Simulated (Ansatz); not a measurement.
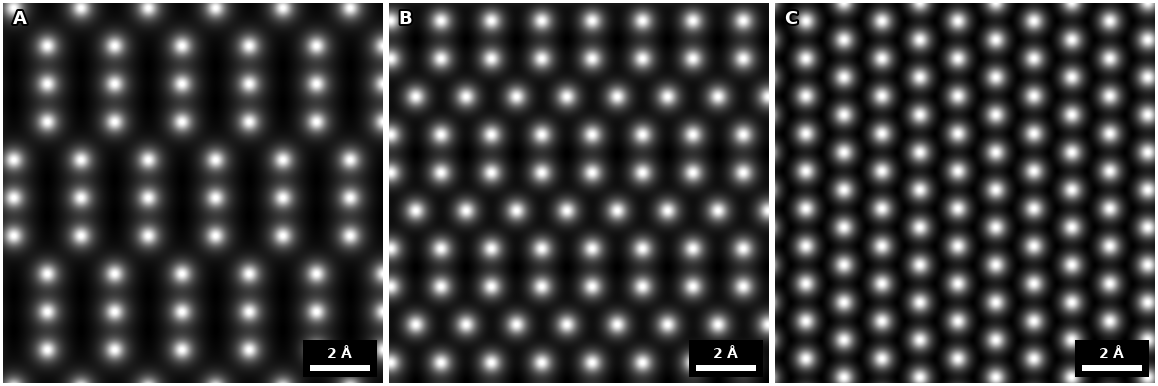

Three views of Pt (P6/mmm, No. 191) along different zone axes. Computed as the sum of neutral-atom potentials (tabulated electron scattering factors, B = 0.5 Å²) projected along the beam and smoothed by 0.25 Å; brighter is more positive. The display is stretched by a gamma of 0.7; percentages refer to the linear signal. Structure used: a calculation's starting geometry; the starting structure was generated, so it need not be a known form of this composition.

```
Pt
1.0
     4.50158    0.00000    0.00000
    -2.25079    3.89848    0.00000
     0.00000    0.00000    2.67845
Pt
3
Direct
  0.00000 0.00000 0.00000
  0.33333 0.66667 0.50000
  0.66667 0.33333 0.50000
```

> Match the panels to the zone axes [101], [102] and [201].

A is [101]: projected cell 2.30 × 4.06 Å, 106°, plane group c2mm. B is [102]: projected cell 1.72 × 3.90 Å, 90°, plane group p2mm. C is [201]: projected cell 1.28 × 1.45 Å, 116°, plane group c2mm.
